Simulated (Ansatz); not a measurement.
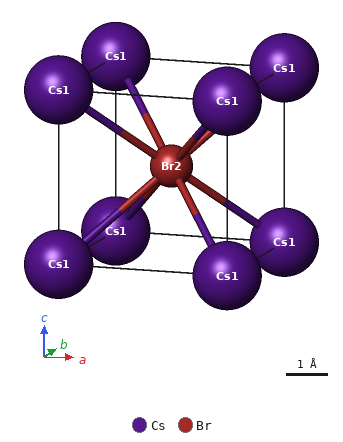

Figure 1. The input geometry of run 1 (ball-and-stick view of the cell of the calculation, seen slightly off an axis; atoms are numbered from 1 in the order of the input). Near neighbours in the crystal (not all of them lie inside the picture): Cs has 8 Br at 3.80 Å; Br has 8 Cs at 3.80 Å.

## CsBr: a changed input and its effect

System: CsBr (Pm-3m, 2 atoms in the cell).
Method of run 1: DFT, PBE, all-electron LAPW, scalar-relativistic, no spin polarisation (Ansatz 0.2.0).

Text and figures count atoms from 1; the logs count them from 0 in places.

**The input, run 1**
```yaml
crystal:
  lattice:
    - [4.3893007101, 0.0, 0.0]
    - [0.0, 4.3893007101, 0.0]
    - [0.0, 0.0, 4.3893007101]
  atoms:
    - { symbol: Cs, position: [0.0, 0.0, 0.0] }
    - { symbol: Br, position: [0.5, 0.5, 0.5] }
kpoints:
  mp_grid: { grid: [7, 7, 7] }
scf:
  occupations: { method: fermi_dirac, width: 0.02 }
hamiltonian:
  xc: pbe
  pseudopotentials: { kind: all_electron, lapw: { basis_error: 0.0005 } }
output:
  forces: true
  stress: true
  eigenvalues: true
relax:
  f_tol: 0.005
  max_steps: 12
  cell: {}
```

Command:
```bash
ansatz run input.yaml --threads 1 --pin off --max-ram 2048MiB --backend cpu --events-out ev --progress --plain --runs-dir out
```

Hardware: 1 thread of Arm Neoverse V2, 24 GiB of memory available, shared host.

**Output, shortened to warnings, some set-up lines, iterations and results (run 1)**
```
Basis set: ecut = 112.03010228669035 eV, 251 PW (Γ), exchange–correlation at level 2
Symmetry: 48 space group operations
k-points: 20 of 343
Initial density: superposition of atomic densities (chi_scale 0.1, normalization cell, long waves kept (reshape's long-wave potential 0.00 eV rms))
[...]
SCF iter   1: F=—  HF=-282814.520767 eV  |F-HF|=—  |Δ(HF+E_count)|=         —  Δρ=1.21e-2  dr2=3.97e-1  ethr=7.95e-4  ⟨swp⟩=2.5  Hψ=3516  notcnv=0
SCF iter   2: F=—  HF=-282814.244890 eV  |F-HF|=—  |Δ(HF+E_count)|=   2.76e-1  Δρ=5.82e-3  dr2=1.02e-1  ethr=7.94e-4  ⟨swp⟩=3.0  Hψ=2075  notcnv=0
SCF iter   3: F=—  HF=-282814.238604 eV  |F-HF|=—  |Δ(HF+E_count)|=   6.29e-3  Δρ=3.49e-3  dr2=3.82e-2  ethr=2.04e-4  ⟨swp⟩=2.0  Hψ=1962  notcnv=0
SCF iter   4: F=—  HF=-282814.242499 eV  |F-HF|=—  |Δ(HF+E_count)|=         —  Δρ=8.04e-4  dr2=2.00e-3  ethr=4.00e-6  ⟨swp⟩=2.0  Hψ=3236  notcnv=0
SCF iter   5: F=—  HF=-282814.242498 eV  |F-HF|=—  |Δ(HF+E_count)|=   1.43e-6  Δρ=1.95e-4  dr2=4.43e-5  ethr=4.00e-6  ⟨swp⟩=3.0  Hψ=2074  notcnv=0
SCF iter   6: F=—  HF=-282814.242590 eV  |F-HF|=—  |Δ(HF+E_count)|=   9.21e-5  Δρ=4.41e-5  dr2=2.01e-6  ethr=8.87e-8  ⟨swp⟩=3.0  Hψ=2050  notcnv=0
SCF iter   7: F=—  HF=-282814.242600 eV  |F-HF|=—  |Δ(HF+E_count)|=   1.00e-5  Δρ=2.53e-5  dr2=6.61e-7  ethr=4.02e-9  ⟨swp⟩=3.0  Hψ=1982  notcnv=0
SCF iter   8: F=-282814.242602 eV  HF=-282814.242602 eV  |F-HF|=8.28e-8  |Δ(HF+E_count)|=   1.91e-6  Δρ=5.48e-6  dr2=4.15e-8  ethr=1.32e-9  ⟨swp⟩=3.0  Hψ=2069  notcnv=0
SCF 1 converged in 8 iterations: F = -282814.242602 eV  dr2 = 4.15e-8
relax step   1: F+E_penalty+E_count = -282814.24260188 eV  Δ(F+E_penalty+E_count) = +0.000e0 eV  max|allowed force component| = 5.752e-32 eV/Å  Δτ_max = 0.0000 Å  P = +0.004 …
SCF iter   1: F=—  HF=-282814.242592 eV  |F-HF|=—  |Δ(HF+E_count)|=         —  Δρ=4.88e-6  dr2=2.70e-8  ethr=3.82e-10  ⟨swp⟩=8.7  Hψ=3975  notcnv=0
SCF iter   2: F=-282814.242602 eV  HF=-282814.242602 eV  |F-HF|=4.03e-8  |Δ(HF+E_count)|=   9.87e-6  Δρ=3.40e-6  dr2=1.37e-8  ethr=5.39e-11  ⟨swp⟩=3.0  Hψ=2100  notcnv=0
SCF 2 converged in 2 iterations: F = -282814.242602 eV  dr2 = 1.37e-8
relax step   2: F+E_penalty+E_count = -282814.24260189 eV  Δ(F+E_penalty+E_count) = -1.217e-8 eV  max|allowed force component| = 1.541e-31 eV/Å  Δτ_max = 0.0000 Å  P = +0.004 …
basis re-selected at this cell: Δ(F+E_penalty+E_count) = -1.217e-8 eV, ΔP = -0.000 GPa vs the last step (what re-selecting the basis moved, after the strain that the cell walked since its last selection, with what the two solves' SCF thresholds leave and, on support functions, any second-order …
SCF converged after 2 iterations
Free energy (F): -282814.242602 eV
Harris-Foulkes:  -282814.242602 eV  (|F-HF|=4.03e-8)
Internal energy: -282814.242602 eV  (E = F + TS)
E sigma→0 (E₀):  -282814.242602 eV
Fermi energy:    6.910836 eV
--- Per-component energies (eV) ---
  E_band       = -3462.253110
  E_kinetic    = 297961.215294
  E_xc         = -7753.594599
  E_electrostatic = -573021.863297  (all electrons and nuclei)
  E_smearing   = -0.000000  (= −TS)
  E_closure    = 0.000000  (closes the sum)
  E_atoms      = -282808.241084  (free atoms, spherical and without spin; not in F)
  Σ components = -282814.242602   (vs F -282814.242602, Δ=0.00e0)
  Basis errors (estimates in eV, not in F): energy 1.8e-4 per atom: plane waves 1.6e-4 (8.3e-5 summed), levels above the bands 1.5e-123, relativity 1.7e-8, radial functions 2.1e-5, core shells 2.2e-7; eigenvalues (radial functions only) 6.4e-6; not estimated: angular momenta, meshes, grids; target …
--- Forces (eV/Å), atoms counted from 1 ---
  atom   1  Cs     0.00000000    -0.00000000     0.00000000
  atom   2  Br     0.00000000     0.00000000     0.00000000
  max |Σ_I F_I| component: 6.12e-31 eV/Å
--- Stress (GPa, compression-positive) ---
        0.004138       0.000000       0.000000
        0.000000       0.004138       0.000000
        0.000000       0.000000       0.004138
  P = ⅓ Tr σ = 0.0041 GPa (0.041 kbar)
--- Relaxed structure (1 steps of the walk, 1 accepted, 1 SCFs on fresh bases) ---
  F+E_penalty+E_count = -282814.24260189 eV   max|allowed force component| = 1.541e-31 eV/Å   (the final SCF, on the basis selected at the relaxed cell)
  cell:  # Å, volume = 84.5641 Å³
    - [4.3893007101, 0.0, 0.0]
    - [0.0, 4.3893007101, 0.0]
    - [0.0, 0.0, 4.3893007101]
  atoms:
    - { symbol: Cs, position: [0.0, 0.0, 0.0] }
    - { symbol: Br, position: [0.5, 0.5, 0.5] }
```

The input of run 2 differs as follows (lines with − go, lines with + come):
```diff
-  max_steps: 12
+  max_steps: 10
+magnetization:
+  noncollinear: true
+  spin_orbit: true
```

Predict how the results change.

Spin–orbit coupling is switched on. The total energies belong to different models, so their difference says nothing on which is more stable or more accurate. The gap on the mesh goes from 4.27 to 4.10 eV. The number of SCF iterations is the same. On the same kind of shared host run 2 took about 9.5 times as long.

**Output, shortened to warnings, some set-up lines, iterations and results (run 2)**
```
Basis set: ecut = 113.39891928010829 eV, 251 PW (Γ), exchange–correlation at level 2
Symmetry: 48 space group operations + 48 with time reversal
k-points: 20 of 343
Initial density: superposition of atomic densities (chi_scale 0.1, normalization cell, long waves kept (reshape's long-wave potential 0.00 eV rms))
[...]
SCF iter   1: F=—  HF=-282910.733992 eV  |F-HF|=—  |Δ(HF+E_count)|=         —  Δρ=1.20e-2  dr2=3.90e-1  dr2_m=0.00e0 (ungated)  ethr=7.80e-4  |M|=0.00e0 ∫|m|=0.00e0 μB  …
SCF iter   2: F=—  HF=-282910.522769 eV  |F-HF|=—  |Δ(HF+E_count)|=   2.11e-1  Δρ=8.26e-3  dr2=1.95e-1  dr2_m=0.00e0 (ungated)  ethr=7.80e-4  |M|=0.00e0 ∫|m|=0.00e0 μB  …
SCF iter   3: F=—  HF=-282910.449439 eV  |F-HF|=—  |Δ(HF+E_count)|=   7.33e-2  Δρ=3.61e-3  dr2=4.06e-2  dr2_m=0.00e0 (ungated)  ethr=3.90e-4  |M|=0.00e0 ∫|m|=0.00e0 μB  …
SCF iter   4: F=—  HF=-282910.455298 eV  |F-HF|=—  |Δ(HF+E_count)|=         —  Δρ=9.34e-4  dr2=2.81e-3  dr2_m=0.00e0 (ungated)  ethr=5.61e-6  |M|=0.00e0 ∫|m|=0.00e0 μB  …
SCF iter   5: F=—  HF=-282910.456006 eV  |F-HF|=—  |Δ(HF+E_count)|=   7.08e-4  Δρ=2.01e-4  dr2=7.05e-5  dr2_m=0.00e0 (ungated)  ethr=5.61e-6  |M|=0.00e0 ∫|m|=0.00e0 μB  …
SCF iter   6: F=—  HF=-282910.456123 eV  |F-HF|=—  |Δ(HF+E_count)|=   1.17e-4  Δρ=5.32e-5  dr2=2.31e-6  dr2_m=0.00e0 (ungated)  ethr=1.41e-7  |M|=0.00e0 ∫|m|=0.00e0 μB  …
SCF iter   7: F=—  HF=-282910.456125 eV  |F-HF|=—  |Δ(HF+E_count)|=   1.34e-6  Δρ=2.61e-5  dr2=6.11e-7  dr2_m=0.00e0 (ungated)  ethr=4.63e-9  |M|=0.00e0 ∫|m|=0.00e0 μB  …
SCF iter   8: F=-282910.456126 eV  HF=-282910.456126 eV  |F-HF|=1.36e-7  |Δ(HF+E_count)|=   1.75e-6  Δρ=7.44e-6  dr2=8.03e-8  dr2_m=0.00e0 (ungated)  ethr=1.22e-9  |M|=0.00e0 …
SCF 1 converged in 8 iterations: F = -282910.456126 eV  dr2 = 8.03e-8
relax step   1: F+E_penalty+E_count = -282910.45612640 eV  Δ(F+E_penalty+E_count) = +0.000e0 eV  max|allowed force component| = 1.762e-29 eV/Å  Δτ_max = 0.0000 Å  P = +0.002 …
SCF iter   1: F=—  HF=-282910.456126 eV  |F-HF|=—  |Δ(HF+E_count)|=         —  Δρ=6.49e-6  dr2=5.34e-8  dr2_m=0.00e0 (ungated)  ethr=6.33e-10  |M|=0.00e0 ∫|m|=0.00e0 μB  …
SCF iter   2: F=-282910.456126 eV  HF=-282910.456126 eV  |F-HF|=1.17e-7  |Δ(HF+E_count)|=   6.36e-8  Δρ=5.46e-6  dr2=3.55e-8  dr2_m=0.00e0 (ungated)  ethr=1.07e-10  …
SCF 2 converged in 2 iterations: F = -282910.456126 eV  dr2 = 3.55e-8
relax step   2: F+E_penalty+E_count = -282910.45612644 eV  Δ(F+E_penalty+E_count) = -4.511e-8 eV  max|allowed force component| = 1.443e-29 eV/Å  Δτ_max = 0.0000 Å  P = +0.001 …
basis re-selected at this cell: Δ(F+E_penalty+E_count) = -4.511e-8 eV, ΔP = -0.000 GPa vs the last step (what re-selecting the basis moved, after the strain that the cell walked since its last selection, with what the two solves' SCF thresholds leave and, on support functions, any second-order …
SCF converged after 2 iterations
Magnetization: |M| = 0.0000 μB,  M = (+0.0000, +0.0000, +0.0000) μB
Absolute magnetization: 0.0000 μB (∫|m|)
  site 0: m = (+0.0000, +0.0000, +0.0000) μB, |m| = 0.0000 μB  (R = 1.87 Å)
  site 1: m = (+0.0000, +0.0000, +0.0000) μB, |m| = 0.0000 μB  (R = 1.82 Å)
Free energy (F): -282910.456126 eV
Harris-Foulkes:  -282910.456126 eV  (|F-HF|=1.17e-7)
Internal energy: -282910.456126 eV  (E = F + TS)
E sigma→0 (E₀):  -282910.456126 eV
Fermi energy:    6.978096 eV
--- Per-component energies (eV) ---
  E_band       = -3464.005699
  E_kinetic    = 298455.234511
  E_xc         = -7757.941447
  E_electrostatic = -573607.749191  (all electrons and nuclei)
  E_smearing   = -0.000000  (= −TS)
  E_closure    = 0.000000  (closes the sum)
  E_atoms      = -282904.446086  (free atoms, spherical and without spin; not in F)
  Σ components = -282910.456126   (vs F -282910.456126, Δ=0.00e0)
  Basis errors (estimates in eV, not in F): energy 1.7e-4 per atom: plane waves 1.5e-4 (7.5e-5 summed), levels above the bands 1.9e-122, relativity 4.5e-8, radial functions 1.9e-5, core shells 1.9e-7; eigenvalues (radial functions only) 6.5e-6; not estimated: angular momenta, meshes, grids; target …
--- Forces (eV/Å), atoms counted from 1 ---
  atom   1  Cs    -0.00000000     0.00000000    -0.00000000
  atom   2  Br    -0.00000000    -0.00000000    -0.00000000
  max |Σ_I F_I| component: 3.53e-29 eV/Å
--- Stress (GPa, compression-positive) ---
        0.001454       0.000000       0.000000
        0.000000       0.001454       0.000000
        0.000000       0.000000       0.001454
  P = ⅓ Tr σ = 0.0015 GPa (0.015 kbar)
--- Relaxed structure (1 steps of the walk, 1 accepted, 1 SCFs on fresh bases) ---
  F+E_penalty+E_count = -282910.45612644 eV   max|allowed force component| = 1.443e-29 eV/Å   (the final SCF, on the basis selected at the relaxed cell)
  cell:  # Å, volume = 84.5641 Å³
    - [4.3893007101, 0.0, 0.0]
    - [0.0, 4.3893007101, 0.0]
    - [0.0, 0.0, 4.3893007101]
  atoms:
    - { symbol: Cs, position: [0.0, 0.0, 0.0] }
[...]
```

**The two runs side by side**

```csv
quantity,run 1,run 2
outcome,converged,converged
free energy per atom (eV),−141407.1213,−141455.2281
gap on the mesh (eV),4.27,4.10
pressure (GPa),0.00,0.00
largest force (eV/Å),0.000,0.000
SCF iterations,10,10
irreducible k-points,20,20
net moment of the cell (μB),–,0.00
absolute moment of the cell (μB),–,0.00
wall time (shared host),5.8 s,55 s
```
